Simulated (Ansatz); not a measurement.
# Calculations on AlAs and related structures

Part 1: Relaxation

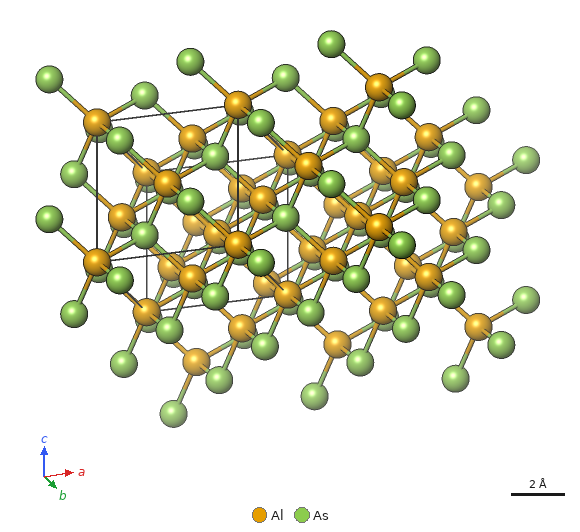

This is the input geometry for a relaxation of crystalline AlAs (set up in F-43m). Style: ball-and-stick. Shown: the conventional cell (4 times the calculation's cell), repeated 2 × 2 × 1 with one cell outlined, from a free direction. Lengths and directions refer to the drawn axes.

Level of theory: Ansatz, DFT PBE, scalar-relativistic, plane waves, PAW.

The input:
```yaml
crystal:
  lattice:
    - [0.0, 2.8304, 2.8304]
    - [2.8304, 0.0, 2.8304]
    - [2.8304, 2.8304, 0.0]
  atoms:
    - { symbol: Al, position: [0.0, 0.0, 0.0] }
    - { symbol: As, position: [0.75, 0.75, 0.75] }
basis:
  ecutwfc: 420
kpoints:
  mp_grid: { grid: [8, 8, 8] }
hamiltonian:
  xc: pbe
scf:
  occupations: { method: gaussian, width: 0.02 }
output:
  forces: true
  stress: true
  eigenvalues: true
  write_density: true
  write_potential: true
  elf: true
  volumetric_format: npy
relax:
  adjacent_minimum: "off"
  f_tol: 0.005
  max_steps: 80
  cell: { stress_tol: 0.05 }
```

Run as
```bash
ansatz run input.yaml --threads 4 --pin off --max-ram 9216MiB --backend cpu --events-out ev --progress --plain --runs-dir out
```

Where does the relaxation end?

After 2 accepted moves (3 points after the start) the energy has fallen by 6.4 meV per atom. All forces vanish by symmetry, so only the cell relaxes. Pressure: 2.59 GPa at the start and 0.03 GPa at the end. The SCF was repeated once at an unchanged geometry on a basis and grid sized afresh for the cell, which shifted the energy by 0.2 meV per atom at most. The atoms keep their places relative to the cell (all moves are under 0.005 Å). The volume changes by +3.6 %, with a = b = c 5.661 → 5.728 Å (+1.2 %). Among the contacts that change: Al1–As2 2.451 → 2.480 Å. The space group stays F-43m (No. 216).

The end point in the same view:

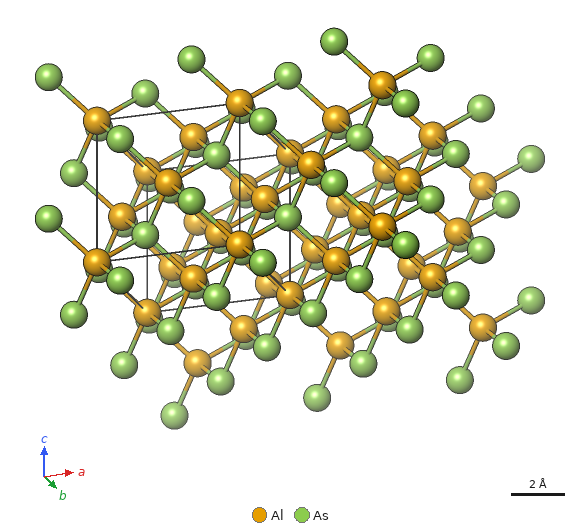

Part 2: Relaxation

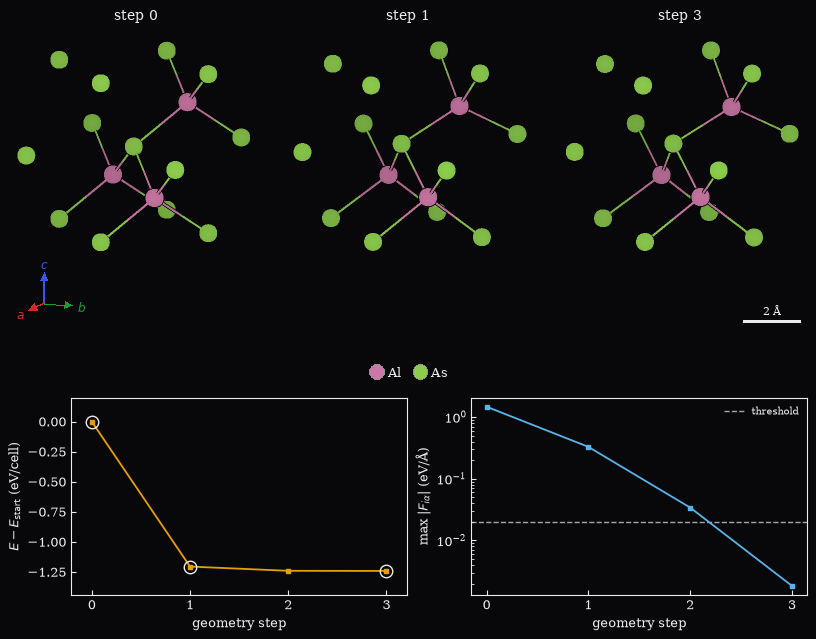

Frames of a relaxation of a defect cell of composition Al$_{7}$As$_{8}$ (cell charge −3), marked on the history of the run. A ball-and-stick model of the atoms within 4.2 Å of the atom that moves most (axes of the conventional cell (4 times the calculation's cell)), seen slightly off an axis. Lengths and directions refer to the drawn axes.

Case: Al vacancy, atoms relaxed.

Method: Ansatz 0.2.0, DFT PBE, scalar-relativistic, plane waves, PAW.

Input
```yaml
crystal:
  lattice:
    - [-5.7276133411, 0.0, 5.7276133411]
    - [-5.7276133411, -5.7276133411, 0.0]
    - [0.0, -5.7276133411, 5.7276133411]
  atoms:
    - { symbol: Al, position: [0.0, 0.0, 0.5] }
    - { symbol: Al, position: [0.0, 0.5, 0.0] }
    - { symbol: Al, position: [0.0, 0.0, 0.0] }
    - { symbol: Al, position: [0.5, 0.5, 0.5] }
    - { symbol: Al, position: [0.5, 0.0, 0.5] }
    - { symbol: Al, position: [0.5, 0.5, 0.0] }
    - { symbol: Al, position: [0.5, 0.0, 0.0] }
    - { symbol: As, position: [0.375, 0.375, 0.375] }
    - { symbol: As, position: [0.375, 0.875, 0.375] }
    - { symbol: As, position: [0.375, 0.375, 0.875] }
    - { symbol: As, position: [0.375, 0.875, 0.875] }
    - { symbol: As, position: [0.875, 0.375, 0.375] }
    - { symbol: As, position: [0.875, 0.875, 0.375] }
    - { symbol: As, position: [0.875, 0.375, 0.875] }
    - { symbol: As, position: [0.875, 0.875, 0.875] }
total_charge: -3
basis:
  ecutwfc: 420
kpoints:
  mp_grid: { grid: [4, 4, 4] }
hamiltonian:
  xc: pbe
scf:
  occupations: { method: gaussian, width: 0.05 }
output:
  forces: true
  stress: true
  eigenvalues: true
relax:
  adjacent_minimum: "off"
  f_tol: 0.02
  max_steps: 50
```

Run as
```bash
ansatz run input.yaml --threads 4 --pin off --max-ram 9216MiB --backend cpu --events-out ev --progress --plain --runs-dir out
```

Question: What happens along the run?

Answer: The largest moves, 0.20 Å, are those of As8, As12, As13 and As14. As12 goes along [1 −1 1]. By element the largest moves are As 0.20 Å, Al 0.17 Å. The cell doesn't change. Some distances before and after: Al1–As15 2.480 → 2.576 Å, Al1–As12 2.480 → 2.471 Å. Among the angles between lasting bonds that change: As12–Al2–As14 109.5° → 125.0°, Al1–As12–Al2 109.5° → 100.7°, As10–Al2–As15 109.5° → 102.1°. Over 3 geometry steps the energy falls by 1.241 eV per cell of the calculation. The largest force component goes from 1.5 to 0.0018 eV/Å. From step 0 to 1: As atoms move most (0.19 Å), energy −1.205 eV per cell of the calculation. From step 1 to 3: Al atoms move most (0.03 Å), energy −36.4 meV per cell of the calculation.

Limits of the set-up: the periodic images lie only 8.1 Å apart, so the values are limited by the cell's size; the cell is charged, on a uniform background, and energies carry no finite-size correction.

Part 3: Path

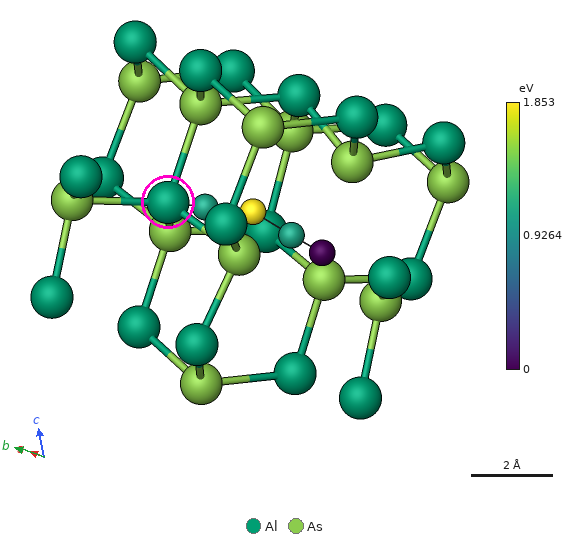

A nudged-elastic-band calculation for a defect cell of composition Al7As8 (cell charge −3) with an Al vacancy (15 atoms in the cell). Images are numbered from 0 (start) to 4 (end). The start is drawn whole; smaller spheres mark the moving atoms (Al) in the later images, joined by lines and coloured by the energy of the image relative to the start. Style: ball-and-stick. Shown: the atoms within 5.6 Å of the middle of the path, from a free direction. The moving atom is ringed, with any periodic copies. Bonds to atoms that aren't drawn are left out.

The calculation used Ansatz 0.2.0, DFT PBE, scalar-relativistic, plane waves, PAW.

Input
```yaml
crystal:
  lattice:
    - [-5.7276133411, 0.0, 5.7276133411]
    - [-5.7276133411, -5.7276133411, 0.0]
    - [0.0, -5.7276133411, 5.7276133411]
  atoms:
    - { symbol: Al, position: [-0.015052575, 0.015052575, 0.484947425] }
    - { symbol: Al, position: [-0.015052575, 0.484947425, 0.015052575] }
    - { symbol: Al, position: [-0.015052575, 0.015052575, 0.015052575] }
    - { symbol: Al, position: [0.515052575, 0.484947425, 0.484947425] }
    - { symbol: Al, position: [0.515052575, 0.015052575, 0.484947425] }
    - { symbol: Al, position: [0.515052575, 0.484947425, 0.015052575] }
    - { symbol: Al, position: [0.5, 0.0, 0.0] }
    - { symbol: As, position: [0.3440766733, 0.3853077756, 0.3853077756] }
    - { symbol: As, position: [0.3736782896, 0.8736782896, 0.3789651313] }
    - { symbol: As, position: [0.3736782896, 0.3789651313, 0.8736782896] }
    - { symbol: As, position: [0.3736782896, 0.8736782896, 0.8736782896] }
    - { symbol: As, position: [0.8853077756, 0.3853077756, 0.3853077756] }
    - { symbol: As, position: [0.8853077756, 0.8440766733, 0.3853077756] }
    - { symbol: As, position: [0.8853077756, 0.3853077756, 0.8440766733] }
    - { symbol: As, position: [0.8789651313, 0.8736782896, 0.8736782896] }
total_charge: -3
basis:
  ecutwfc: 420
kpoints:
  mp_grid: { grid: [4, 4, 4] }
hamiltonian:
  xc: pbe
scf:
  occupations: { method: gaussian, width: 0.05 }
output:
  forces: true
neb:
  images: 3
  f_tol: 0.05
  max_iterations: 60
  order_check: false
  final_atoms:
    - { symbol: Al, position: [-0.0150525691, -0.4849474309, 0.4849474309] }
    - { symbol: Al, position: [-0.0150525691, 0.5150525691, 0.0150525691] }
    - { symbol: Al, position: [-0.0150525691, -0.0150525691, 0.0150525691] }
    - { symbol: Al, position: [0.5150525691, 0.5150525691, 0.4849474309] }
    - { symbol: Al, position: [0.5150525691, -0.0150525691, 0.4849474309] }
    - { symbol: Al, position: [0.5, 0.5, 0.0] }
    - { symbol: Al, position: [0.5150525691, -0.0150525691, 0.0150525691] }
    - { symbol: As, position: [0.3736782813, 0.3736782813, 0.3789651561] }
    - { symbol: As, position: [0.3440766656, 0.8853077781, 0.3853077781] }
    - { symbol: As, position: [0.3736782813, 0.3736782813, 0.8736782813] }
    - { symbol: As, position: [0.3736782813, 0.8789651561, 0.8736782813] }
    - { symbol: As, position: [0.8853077781, 0.3440766656, 0.3853077781] }
    - { symbol: As, position: [0.8853077781, 0.8853077781, 0.3853077781] }
    - { symbol: As, position: [0.8789651561, 0.3736782813, 0.8736782813] }
    - { symbol: As, position: [0.8853077781, 0.8853077781, 0.8440766656] }
  climbing: false
```

Run as
```bash
ansatz run input.yaml --threads 4 --pin off --max-ram 9216MiB --backend cpu --events-out ev --progress --plain --runs-dir out
```

### Describe the path and its energy.

It is a vacancy jump: a nearby atom moves into the empty site and leaves its own site empty. An Al atom travels furthest, 4.05 Å from end to end, along −b, on a path that bends up to 0.74 Å away from the straight line. At the highest image its nearest neighbour (As) is 2.44 Å away, against 2.47 Å at the start, and the surrounding atoms stand up to 0.57 Å off the mean of their end positions. The barrier is about 1.85 eV in both directions, with image 2 at the top; the ends have the same energy. The band converged in 11 iterations. The largest component of the band force went from 170 to 0.017 eV/Å. No image climbed, so the highest image needn't lie on the saddle point, and the true maximum along this path can be higher.

Limits of the set-up: the periodic images lie only 8.1 Å apart, so the values are limited by the cell's size; the cell is charged, on a uniform background, and energies carry no finite-size correction.

The run took roughly 50 core-minutes on a shared host.
